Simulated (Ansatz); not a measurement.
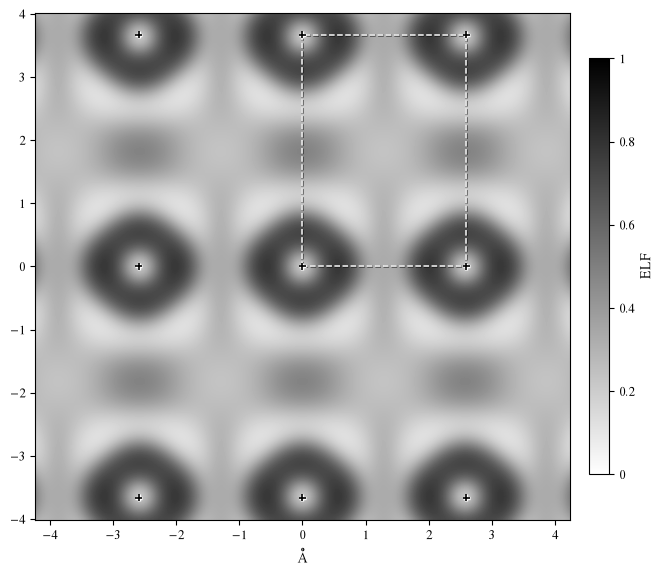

The electron localisation function on a plane through atoms (crosses mark nuclei in the plane).

Level of theory: Ansatz, DFT, r2SCAN, plane waves (500 eV) with PAW, scalar-relativistic.

Candidates:
A. Ge, a = 4.23 Å, b = 4.23 Å, c = 4.23 Å, α = 90.00°, β = 90.00°, γ = 90.00°. Space group Fm-3m; set up as Ge, fcc; a generated structure, not necessarily the stable one.
B. Nb, a = 5.86 Å, b = 5.86 Å, c = 5.86 Å, α = 90.00°, β = 90.00°, γ = 90.00°. Space group Fd-3m; set up as Nb, diamond; a generated structure, not necessarily the stable one.
C. Mo, a = 2.59 Å, b = 2.59 Å, c = 2.59 Å, α = 90.00°, β = 90.00°, γ = 90.00°. Space group Pm-3m; set up as Mo, simple cubic; a generated structure, not necessarily the stable one; computed without spin polarisation.

> Which system is this?

Candidate C: Mo on the (110) plane of the conventional cell, which holds Mo. Mo–Mo (2.59 Å): the ELF is about 0.35 at the midpoint.
